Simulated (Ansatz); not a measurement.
Geometry relaxation, with input and output: TiAl (part 2 of 2)

The same run, continued: TiAl (2 atoms in the cell); DFT r2SCAN, scalar-relativistic, plane waves, PAW, no spin polarisation (Ansatz 0.2.0); cutoff 500 eV, 18×18×10 k-mesh, Gaussian smearing of 0.1 eV. The structure derives from a Materials Project entry.

Geometry of the input (Å; fractional positions):
```
2.8673  0.0000  0.0000
-1.4336  2.4831  0.0000
0.0000  0.0000  4.6781
Ti 0.0000  0.0000  0.0000
Al 0.3333  0.6667  0.5000
```

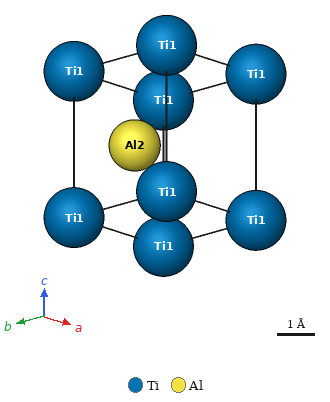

**Figure 1.** The geometry at step 1 of the log (spheres-only view of the cell of the calculation, seen at an oblique angle; atoms are numbered from 1 in the order of the input).

The program's output, continued:
```
SCF iter   1: F=—  HF=-3045.328005 eV  |F-HF|=—  |Δ(HF+E_count)|=         —  Δρ=1.17e-3  dr2=4.60e-4  dr2_τ=3.56e-3  ethr=2.93e-6  ⟨swp⟩=1.9  Hψ=17288  notcnv=0
preconditioner: auto → none  [metal: Δε(μ)=0.004 eV  Ē_g=5.520 eV  σ=0.100 eV  W_gap=0.02  n_scr=2 (ndim 8)  ℏωp=17.2 eV  f_vac=0.000  D(μ)=2.31/eV (n_scr^D=22)]
SCF iter   2: F=—  HF=-3045.334102 eV  |F-HF|=—  |Δ(HF+E_count)|=   6.10e-3  Δρ=5.45e-4  dr2=9.52e-5  dr2_τ=4.77e-6  ethr=2.93e-6  ⟨swp⟩=2.0  Hψ=4346  notcnv=0
SCF iter   3: F=—  HF=-3045.334126 eV  |F-HF|=—  |Δ(HF+E_count)|=   2.48e-5  Δρ=5.05e-4  dr2=1.52e-4  dr2_τ=5.37e-6  ethr=6.35e-7  ⟨swp⟩=2.1  Hψ=3484  notcnv=0
SCF iter   4: F=—  HF=-3045.334104 eV  |F-HF|=—  |Δ(HF+E_count)|=   2.24e-5  Δρ=1.68e-4  dr2=1.37e-5  dr2_τ=7.03e-7  ethr=6.35e-7  ⟨swp⟩=2.1  Hψ=3381  notcnv=0
SCF iter   5: F=—  HF=-3045.334104 eV  |F-HF|=—  |Δ(HF+E_count)|=   1.69e-7  Δρ=4.07e-5  dr2=4.59e-7  dr2_τ=1.71e-8  ethr=9.14e-8  ⟨swp⟩=1.6  Hψ=2904  notcnv=0
SCF iter   6: F=-3045.334104 eV  HF=-3045.334104 eV  |F-HF|=1.35e-9  |Δ(HF+E_count)|=   1.64e-7  Δρ=7.69e-6  dr2=1.32e-8  dr2_τ=1.10e-9  ethr=1.33e-9  ⟨swp⟩=8.0  Hψ=15946  notcnv=0
SCF 2 converged in 6 iterations: F = -3045.334104 eV  dr2 = 1.32e-8
relax step   2: F+E_penalty+E_count = -3045.33410402 eV  Δ(F+E_penalty+E_count) = -1.167e-3 eV  max|allowed force component| = 4.886e-17 eV/Å  Δτ_max = 0.0000 Å  P = +1.127 GPa  Ω = 32.712 Å³  energy of the carried Pulay correction = +1.971e-4 eV  (6 SCF iters, dr2 threshold 2.00e-7 eV, accepted)
Crystal: 2 atoms, lattice volume = 33.023 Å³
iter 1 solved again at ethr=6.93e-7 eV; its pass at ethr=3.10e-3 eV (dr2=1.04e-4 eV) is discarded
SCF iter   1: F=—  HF=-3045.333951 eV  |F-HF|=—  |Δ(HF+E_count)|=         —  Δρ=4.15e-4  dr2=1.01e-4  dr2_τ=7.94e-4  ethr=6.93e-7  ⟨swp⟩=2.0  Hψ=17038  notcnv=0
preconditioner: auto → none  [metal: Δε(μ)=0.001 eV  Ē_g=5.475 eV  σ=0.100 eV  W_gap=0.01  n_scr=2 (ndim 8)  ℏωp=17.1 eV  f_vac=0.000  D(μ)=2.31/eV (n_scr^D=22)]
SCF iter   2: F=—  HF=-3045.335269 eV  |F-HF|=—  |Δ(HF+E_count)|=   1.32e-3  Δρ=3.75e-4  dr2=1.08e-4  dr2_τ=2.03e-6  ethr=6.73e-7  ⟨swp⟩=2.0  Hψ=4353  notcnv=0
SCF iter   3: F=—  HF=-3045.335256 eV  |F-HF|=—  |Δ(HF+E_count)|=   1.26e-5  Δρ=2.52e-4  dr2=3.13e-5  dr2_τ=1.54e-6  ethr=6.73e-7  ⟨swp⟩=2.0  Hψ=3244  notcnv=0
SCF iter   4: F=—  HF=-3045.335252 eV  |F-HF|=—  |Δ(HF+E_count)|=   4.02e-6  Δρ=9.50e-5  dr2=4.28e-6  dr2_τ=1.95e-7  ethr=2.09e-7  ⟨swp⟩=1.3  Hψ=2775  notcnv=0
SCF iter   5: F=—  HF=-3045.335252 eV  |F-HF|=—  |Δ(HF+E_count)|=   1.51e-7  Δρ=2.63e-5  dr2=4.72e-7  dr2_τ=8.52e-9  ethr=2.85e-8  ⟨swp⟩=1.1  Hψ=2747  notcnv=0
SCF iter   6: F=-3045.335252 eV  HF=-3045.335252 eV  |F-HF|=1.79e-8  |Δ(HF+E_count)|=   3.94e-8  Δρ=5.62e-6  dr2=2.66e-8  dr2_τ=2.55e-10  ethr=1.33e-9  ⟨swp⟩=7.9  Hψ=15167  notcnv=0
SCF 3 converged in 6 iterations: F = -3045.335252 eV  dr2 = 2.66e-8
relax step   3: F+E_penalty+E_count = -3045.33525214 eV  Δ(F+E_penalty+E_count) = -1.148e-3 eV  max|allowed force component| = 7.951e-18 eV/Å  Δτ_max = 0.0000 Å  P = -0.030 GPa  Ω = 33.023 Å³  energy of the carried Pulay correction = +9.722e-5 eV  (6 SCF iters, dr2 threshold 2.00e-7 eV, accepted)
Initial wavefunctions: pseudopotential atomic-orbital guess (no wavefunctions were taken with the density)
iter 1 solved again at ethr=4.60e-9 eV; its pass at ethr=3.10e-3 eV (dr2=6.89e-7 eV) is discarded
SCF iter   1: F=—  HF=-3045.335160 eV  |F-HF|=—  |Δ(HF+E_count)|=         —  Δρ=2.17e-5  dr2=4.46e-8  dr2_τ=1.94e-7  ethr=4.60e-9  ⟨swp⟩=3.2  Hψ=21874  notcnv=0
preconditioner: auto → none  [metal: Δε(μ)=0.001 eV  Ē_g=5.477 eV  σ=0.100 eV  W_gap=0.01  n_scr=2 (ndim 8)  ℏωp=17.1 eV  f_vac=0.000  D(μ)=2.31/eV (n_scr^D=22)]
SCF iter   2: F=—  HF=-3045.335160 eV  |F-HF|=—  |Δ(HF+E_count)|=   5.22e-8  Δρ=1.25e-5  dr2=4.03e-8  dr2_τ=6.42e-9  ethr=2.97e-10  ⟨swp⟩=2.1  Hψ=3764  notcnv=0
SCF iter   3: F=—  HF=-3045.335160 eV  |F-HF|=—  |Δ(HF+E_count)|=  8.89e-10  Δρ=8.60e-6  dr2=1.57e-8  dr2_τ=4.69e-9  ethr=2.68e-10  ⟨swp⟩=2.1  Hψ=3329  notcnv=0
SCF iter   4: F=—  HF=-3045.335160 eV  |F-HF|=—  |Δ(HF+E_count)|=   2.89e-9  Δρ=3.97e-6  dr2=2.75e-9  dr2_τ=9.95e-10  ethr=1.05e-10  ⟨swp⟩=1.0  Hψ=2675  notcnv=0
SCF iter   5: F=—  HF=-3045.335160 eV  |F-HF|=—  |Δ(HF+E_count)|=   1.04e-9  Δρ=9.78e-7  dr2=1.15e-10  dr2_τ=6.56e-11  ethr=1.83e-11  ⟨swp⟩=1.6  Hψ=3137  notcnv=0
SCF iter   6: F=-3045.335160 eV  HF=-3045.335160 eV  |F-HF|=5.00e-12  |Δ(HF+E_count)|=  9.28e-11  Δρ=1.59e-7  dr2=2.07e-12  dr2_τ=2.01e-12  ethr=1.00e-12  ⟨swp⟩=3.3  Hψ=10655  notcnv=0
SCF 4 converged in 6 iterations: F = -3045.335160 eV  dr2 = 2.07e-12
relax step   4: F+E_penalty+E_count = -3045.33516036 eV  Δ(F+E_penalty+E_count) = +9.178e-5 eV  max|allowed force component| = 1.128e-17 eV/Å  Δτ_max = 0.0000 Å  P = -0.031 GPa  Ω = 33.023 Å³  stress off target by 4.38e-2 GPa  SCF on the basis re-selected at this cell (its energy is not comparable with the rows above)  (6 SCF iters)
basis re-selected at this cell: Δ(F+E_penalty+E_count) = +9.178e-5 eV, ΔP = -0.002 GPa vs the last step (what re-selecting the basis moved, of the pressure what is left beyond the Pulay correction that the steps carried, after the strain that the cell walked since its last selection, with what the two solves' SCF thresholds leave and, on support functions, any second-order correction that the steps lacked; it is no measure of the basis error at this ecutwfc). This SCF's stress stands 4.38e-2 GPa from its target on what of the cell is left free (relax.cell.stress_tol is 5.00e-2 GPa) and its largest allowed force component is 1.13e-17 eV/Å (relax.f_tol is 5.00e-3 eV/Å): within both
SCF converged after 6 iterations
Free energy (F): -3045.335160 eV
Harris-Foulkes:  -3045.335160 eV  (|F-HF|=5.00e-12)
Internal energy: -3045.323615 eV  (E = F + TS)
E sigma→0 (E₀):  -3045.329388 eV
Entropy (-TS):   -0.011546 eV (-5.773 meV/atom)
Fermi energy:    10.519662 eV
--- Per-component energies (eV) ---
  E_band       = -182.417020
  E_kinetic    = 295.929170
  E_local      = -1143.626523  (includes V_loc(G=0)·N_el)
  E_nonlocal   = 17.131833
  E_hartree    = 492.844060
  E_xc         = -129.901924
  E_vxc        = -164.264119  (∫ρ·V_xc dr)
  E_paw        = -1529.977550  (= ΣΔE_a)
  E_vpaw       = -183.601706  (= ΣTr[D̂ρ^β])
  E_aug_tail   = 0.000089  (compensation charges beyond the density's cutoff)
  E_vtau       = 10.326077  (kinetic-family band-sum trace: ∫τ·v_τ [+ j·A + Jᵃ·Aᵃ] dr)
  E_ewald      = -1047.409206
  E_core_change = -0.313565  (= ΣΔE_core)
  E_smearing   = -0.011546  (= −TS)
  E_closure    = 0.000000  (closes the sum)
  Σ components = -3045.335160   (vs F -3045.335160, Δ=0.00e0)
--- Forces (eV/Å), atoms counted from 1 ---
  atom   1  Ti     0.00000000    -0.00000000    -0.00000000
  atom   2  Al     0.00000000    -0.00000000    -0.00000000
  max |Σ_I F_I| component: 3.30e-17 eV/Å
--- Stress (GPa, compression-positive) ---
       -0.025237      -0.000000      -0.000000
       -0.000000      -0.025237      -0.000000
       -0.000000      -0.000000      -0.043839
  P = ⅓ Tr σ = -0.0314 GPa (-0.314 kbar)
--- Band table (eV; the first three rows and the last of 222) ---
  k-point 0: bands = ["-48.3432", "-23.6078", "-23.1780", "-23.1780", "1.0435", "8.1232", "8.5156", "11.9556", "11.9556", "13.5785", "13.5785", "14.9047"]
  k-point 1: bands = ["-48.3432", "-23.6083", "-23.1781", "-23.1781", "1.1113", "7.4489", "9.0575", "11.9570", "11.9570", "13.5702", "13.5702", "15.1192"]
  k-point 2: bands = ["-48.3431", "-23.6097", "-23.1780", "-23.1780", "1.3053", "6.5743", "9.5705", "11.9606", "11.9606", "13.5486", "13.5486", "15.7187"]
  k-point 221: bands = ["-48.2313", "-23.5973", "-23.5924", "-23.4995", "8.3609", "8.5986", "9.7507", "9.7808", "10.4939", "11.9163", "14.1517", "15.5594"]
--- Relaxed structure (3 steps of the walk, 3 accepted, 1 SCFs on fresh bases) ---
  F+E_penalty+E_count = -3045.33516036 eV   max|allowed force component| = 1.128e-17 eV/Å   (the final SCF, on the basis selected at the relaxed cell)
  cell:  # Å, volume = 33.0228 Å³
    - [2.8685970537002867, -2.8880860553491874e-11, 4.797664755450899e-30]
    - [-1.4342985268251318, 2.4842779217400826, -4.1288304852641175e-19]
    - [-3.733670749815191e-33, -7.778519229213808e-19, 4.633867568599024]
  atoms:
    - { symbol: Ti, position: [-1.8503717008154225e-17, 1.8503717008154222e-17, -3.0190756040112425e-34] }
    - { symbol: Al, position: [0.33333333333333326, 0.6666666666666665, 0.4999999999999999] }
```

Trajectory as extended XYZ (Å, eV, eV/Å), 4 frames, from step=1 to step=4:
```
2
Lattice="2.8673 0.0000 0.0000 -1.4336 2.4831 0.0000 0.0000 0.0000 4.6781" Properties=species:S:1:pos:R:3:forces:R:3 step=1 energy=-3045.33294 pressure_GPa=-1.12
Ti    0.0000    0.0000    0.0000    0.0000   0.0000   0.0000
Al    0.0000    1.6554    2.3390    0.0000   0.0000   0.0000
2
Lattice="2.8631 0.0000 0.0000 -1.4316 2.4796 0.0000 0.0000 0.0000 4.6077" Properties=species:S:1:pos:R:3:forces:R:3 step=2 energy=-3045.33410 pressure_GPa=1.13
Ti    0.0000    0.0000    0.0000    0.0000   0.0000   0.0000
Al    0.0000    1.6530    2.3039    0.0000   0.0000   0.0000
2
Lattice="2.8686 0.0000 0.0000 -1.4343 2.4843 0.0000 0.0000 0.0000 4.6339" Properties=species:S:1:pos:R:3:forces:R:3 step=3 energy=-3045.33525 pressure_GPa=-0.03
Ti    0.0000    0.0000    0.0000    0.0000   0.0000   0.0000
Al    0.0000    1.6562    2.3169    0.0000   0.0000   0.0000
2
Lattice="2.8686 0.0000 0.0000 -1.4343 2.4843 0.0000 0.0000 0.0000 4.6339" Properties=species:S:1:pos:R:3:forces:R:3 step=4 energy=-3045.33516 pressure_GPa=-0.03
Ti    0.0000    0.0000    0.0000    0.0000   0.0000   0.0000
Al    0.0000    1.6562    2.3169    0.0000   0.0000   0.0000
```

Results in brief:

| quantity | value |
| --- | --- |
| outcome | converged |
| space group (tolerance 0.01 Å) | P-6m2 (187) |
| electrons treated | 15 |
| free energy | −3045.3352 eV |
| Fermi energy | 10.520 eV |
| gap on the k-point mesh | none (metallic) |
| pressure | −0.03 GPa |
| final volume | 33.02 Å³ |
| largest force (length of the vector) at the end | under 0.001 eV/Å |
| final cell | a = 2.869 Å, b = 2.869 Å, c = 4.634 Å, α = 90.00°, β = 90.00°, γ = 120.00° |
| hardware | 2 threads of AMD EPYC (Zen 5), 32 GiB of memory available, shared host |
| wall time | 11 s (CPU time 22 s) |
| peak memory | 0.62 GiB |
